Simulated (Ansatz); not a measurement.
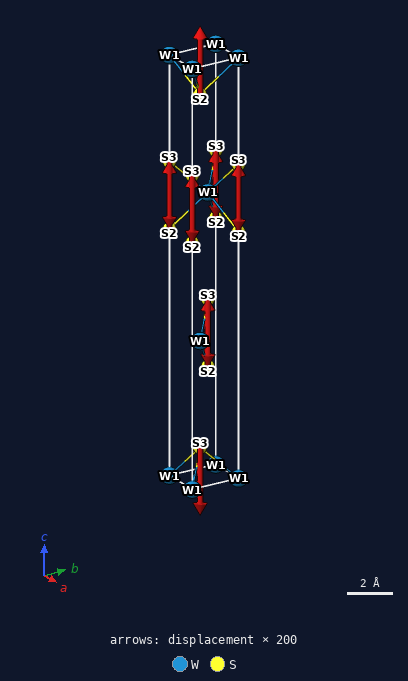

This is a relaxation of crystalline WS$_{2}$ (set up in R3m). The starting structure is drawn; red arrows show the displacements (the part carried along by the change of the cell is left out), 200 times their true length.

Style: ball-and-stick. Shown: the conventional cell (3 times the calculation's cell), slightly off an axis. Lengths and directions refer to the drawn axes.

All numbers below come from DFT r2SCAN, scalar-relativistic, plane waves, PAW (Ansatz). (plane-wave cutoff 500 eV; k-point mesh 12 × 12 × 12; occupations gaussian; smearing width 0.02 eV; no spin polarisation; cell and atoms relaxed; force threshold 0.005 eV/Å; at most 80 steps)

> Which element moves most?

Sulfur: up to 0.016 Å, against 0.000 Å for tungsten.

> Describe the change and its energy.

Over 3 accepted moves (5 points after the start) the energy falls by 0.1 meV per atom. The largest force component goes from 0.036 to 0.0004 eV/Å. Pressure: −0.23 GPa at the start and 0.00 GPa at the end. The line search rejected the trial step at point 3 of the run. The SCF was repeated once at an unchanged geometry on a basis and grid sized afresh for the cell, which shifted the energy by less than 0.05 meV per atom at most. The largest moves relative to the cell, 0.016 Å, are those of S2 and S3. S2 goes along +c. W stays in place. The volume changes by +0.8 %, with a = b 3.185 → 3.182 Å (−0.1 %), c 19.469 → 19.664 Å (+1.0 %). The space group stays R3m (No. 160). Cost: 110 s on 2 threads of Arm Neoverse V2, with other jobs on the host, peak memory 0.64 GiB.
